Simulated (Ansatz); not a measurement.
HC₂₄ (slab)

Input

```
crystal:
  lattice:
    - [4.9299480888, 0.0, 0.0]
    - [-2.4649740444, 4.2694602842, 0.0]
    - [0.0, 0.0, 25.7441730096]
  atoms:
    - { symbol: C, position: [0.0, 0.0, 0.3301718023] }
    - { symbol: C, position: [0.0, 0.5, 0.3301718023] }
    - { symbol: C, position: [0.5, 0.0, 0.3301718023] }
    - { symbol: C, position: [0.5, 0.5, 0.3301718023] }
    - { symbol: C, position: [0.1666666667, 0.3333333333, 0.3301718023] }
    - { symbol: C, position: [0.1666666667, 0.8333333333, 0.3301718023] }
    - { symbol: C, position: [0.6666666667, 0.3333333333, 0.3301718023] }
    - { symbol: C, position: [0.6666666667, 0.8333333333, 0.3301718023] }
    - { symbol: C, position: [0.0, 0.0, 0.4611562586] }
    - { symbol: C, position: [0.0, 0.5, 0.4611562586] }
    - { symbol: C, position: [0.5, 0.0, 0.4611562586] }
    - { symbol: C, position: [0.5, 0.5, 0.4611562586] }
    - { symbol: C, position: [0.3333333333, 0.1666666667, 0.4611562586] }
    - { symbol: C, position: [0.3333333333, 0.6666666667, 0.4611562586] }
    - { symbol: C, position: [0.8333333333, 0.1666666667, 0.4611562586] }
    - { symbol: C, position: [0.8333333333, 0.6666666667, 0.4611562586] }
    - { symbol: C, position: [0.0, 0.0, 0.5921407148] }
    - { symbol: C, position: [0.0, 0.5, 0.5921407148] }
    - { symbol: C, position: [0.5, 0.0, 0.5921407148] }
    - { symbol: C, position: [0.5, 0.5, 0.5921407148] }
    - { symbol: C, position: [0.1666666667, 0.3333333333, 0.5921407148] }
    - { symbol: C, position: [0.1666666667, 0.8333333333, 0.5921407148] }
    - { symbol: C, position: [0.6666666667, 0.3333333333, 0.5921407148] }
    - { symbol: C, position: [0.6666666667, 0.8333333333, 0.5921407148] }
    - { symbol: H, position: [0.25, 0.25, 0.623215708] }
basis:
  ecutwfc: 420
kpoints:
  mp_grid: { grid: [6, 6, 1] }
hamiltonian:
  xc: pbe
  dispersion: d3bj
scf:
  occupations: { method: gaussian, width: 0.1 }
output:
  forces: true
  eigenvalues: true
  write_density: true
  write_potential: true
  elf: true
  volumetric_format: npy
relax:
  adjacent_minimum: "off"
  f_tol: 0.03
  max_steps: 70
  constraints: [{ sites: [0, 1, 2, 3, 4, 5, 6, 7] }]
efield:
  axis: 3
  dipole_correction: true
```

Run with:

```sh
ansatz run input.yaml --threads 2 --pin off --max-ram 5120MiB --backend cpu --events-out ev --progress --plain --runs-dir out
```

The fields are those of the relaxed geometry.

Computed without spin polarisation.

Method: DFT PBE+D3(BJ), scalar-relativistic, plane waves, PAW (Ansatz).

In a PAW calculation such maps are meaningful between the atoms, not at the nuclei.

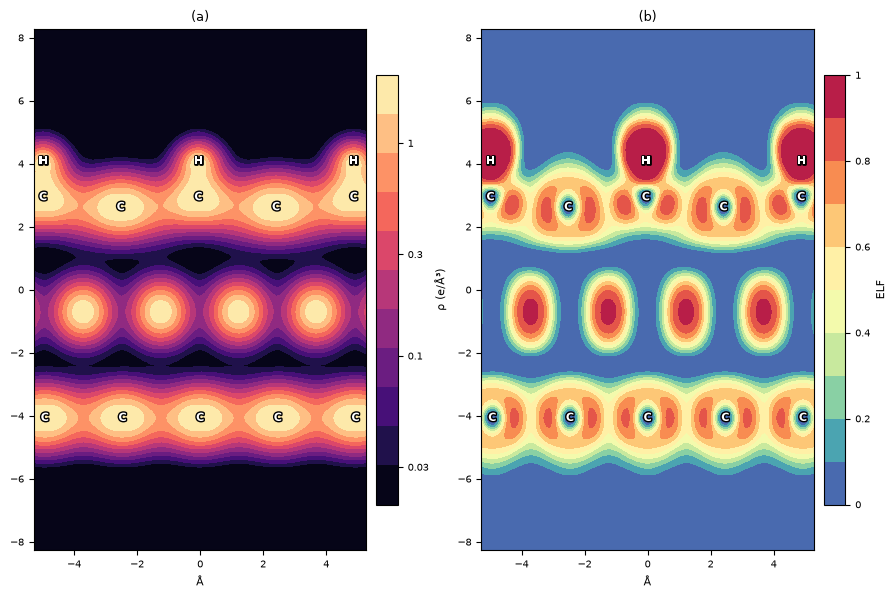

Figure 1. (a) valence charge density (pseudo); (b) electron localisation function on the (100) plane of the calculation cell, a cut from vacuum to vacuum.

What does the map show?

Answer.
- The plane passes through C and H nuclei.
- Atoms just off the plane (C, 0.7 Å away) can leave unmarked features too.
- C–H (1.13 Å): ρ at the midpoint is about 1.8 e/Å³; the ELF climbs to about 1 towards the hydrogen, as it does in any bond to H; a covalent bond by its length.
- The density dies away to nearly zero in the vacuum.

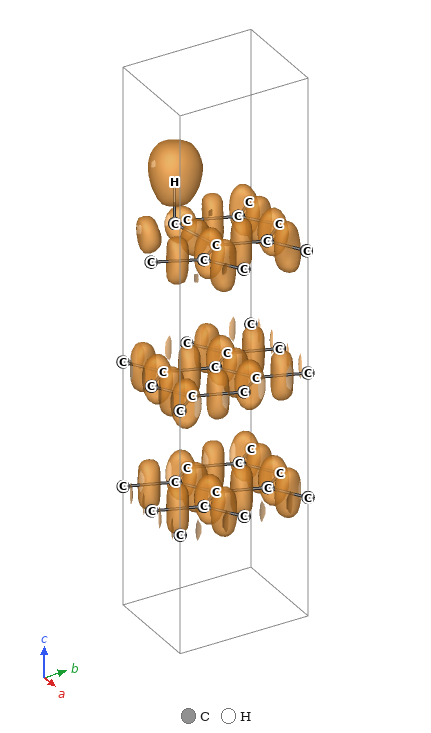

Figure 2. Isosurface of the ELF at 0.8 (orange), seen slightly off an axis. Only the valence region is drawn (cores and ρ < 0.01 e/Å³ removed). Sticks mark near contacts.

What do the ELF domains correspond to?

Answer. The surface consists of 36 regions between bonded C–C atoms and one region around a hydrogen nucleus, counted in one cell of 25 atoms. Counts are for one cell; the picture repeats the cell along the surface. Along the contacts the grid gives the following. C–C (1.41 Å): the ELF peaks at about 0.95 between the atoms.

Does the calculation make it a metal, or give it a gap?

Answer. It is metallic or semimetallic at this level of theory: no gap opens.
